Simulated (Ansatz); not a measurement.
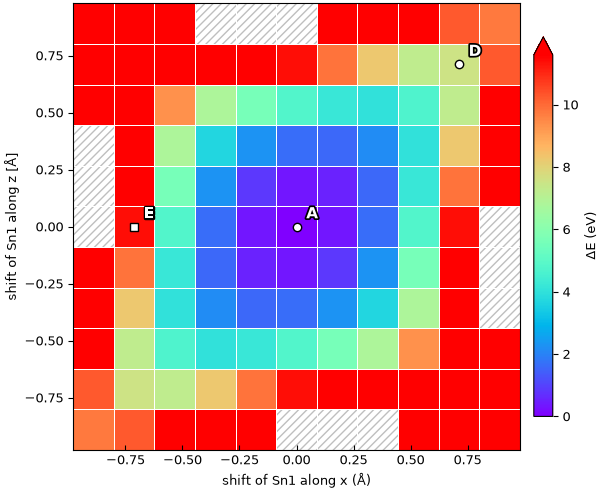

SnO₂ (Fd-3m, No. 227; 12 atoms in the cell). 
- One atom moved over a plane, all else fixed (x, y and z along the cube axes).
- Coordinates scanned: (1) shift of Sn1 along x; (2) shift of Sn1 along z.
- Nothing is relaxed (all other atoms fixed).
- The grid has 11 × 11 points; 33 points were computed and 76 follow by symmetry. At 12 points there is no value (left out of the scan, as a rule where atoms come close).
- Energies: eV per cell, counted from the lowest grid point.
- The band gap closes in part of the range.
- The calculation used DFT PBE, scalar-relativistic, plane waves, PAW in Ansatz. Settings: cutoff 420 eV, k-mesh 6×6×6, gaussian smearing 0.05 eV, no spin polarisation.

Drawn: one coloured cell a grid point, one colour for all values above the top of the scale, hatched blanks where no value was computed, lettered points.

**Which space group has the cell at each letter?**

A: Fd-3m; D: C2; E: Cm.

**Rank the lettered points by energy, lowest first.**

A (0.0 eV), D (7.6 eV), E (11.4 eV).

PAW datasets: the set soft_1.
